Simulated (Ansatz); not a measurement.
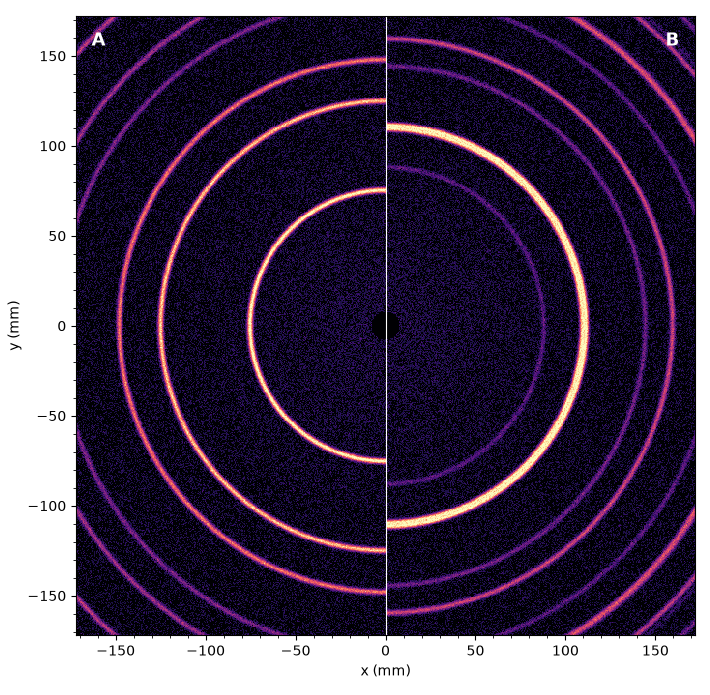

Simulated X-ray powder rings on a flat area detector normal to the beam: λ = 0.4959 Å, sample-to-detector distance 470 mm, axes in mm from the beam centre, for a fine-grained powder without texture. Kinematic intensities with B = 0.3 Å² for all atoms, without absorption; brightness goes as intensity to the power 0.5, clipped at the top, with counting noise. Reflections closer than the ring width show as one ring. The left and right halves show two different samples, each scaled to its strongest ring.

Structure 1:
```cif
data_structure
_symmetry_space_group_name_H-M 'P6/mmm'
_symmetry_Int_Tables_number 191
_cell_length_a 4.2697
_cell_length_b 4.2697
_cell_length_c 2.6832
_cell_angle_alpha 90.000
_cell_angle_beta 90.000
_cell_angle_gamma 120.000
_cell_volume 42.36
loop_
_atom_site_label
_atom_site_type_symbol
_atom_site_symmetry_multiplicity
_atom_site_Wyckoff_symbol
_atom_site_fract_x
_atom_site_fract_y
_atom_site_fract_z
_atom_site_occupancy
Ru1 Ru 1 a 0.00000 0.00000 0.00000 1
Ru2 Ru 2 d 0.33333 0.66667 0.50000 1
```

Structure 2:
```
CELL_PARAMETERS angstrom
5.41313 0.00000 0.00000
0.00000 5.41313 0.00000
0.00000 0.00000 5.41313
ATOMIC_POSITIONS crystal
Ru 0.75000 0.75000 0.75000
Ru 0.00000 0.50000 0.00000
Ru 0.75000 0.25000 0.25000
Ru 0.00000 0.00000 0.50000
Ru 0.25000 0.75000 0.25000
Ru 0.50000 0.50000 0.50000
Ru 0.25000 0.25000 0.75000
Ru 0.50000 0.00000 0.00000
```

Origins: 1, the input geometry of an electronic-structure calculation (not necessarily at equilibrium); the starting structure was generated, so it need not be a known form of this composition; 2, coordinates from a relaxation with DFT, r2SCAN, plane waves (500 eV) with PAW, scalar-relativistic in Ansatz; the starting structure was generated, so it need not be a known form of this composition.

> Which structure gives which half?

Half A is structure 2 (Ru): 111 at 75.3 mm (d = 3.13 Å), 220 at 125.0 mm (d = 1.914 Å), 311 at 148.0 mm (d = 1.632 Å).
Half B is structure 1 (Ru): 001 at 88.0 mm (d = 2.68 Å), 101 + 110 at 110.5 mm (d = 2.17 + 2.13 Å), 111 at 144.3 mm (d = 1.671 Å), 201 at 159.5 mm (d = 1.522 Å).
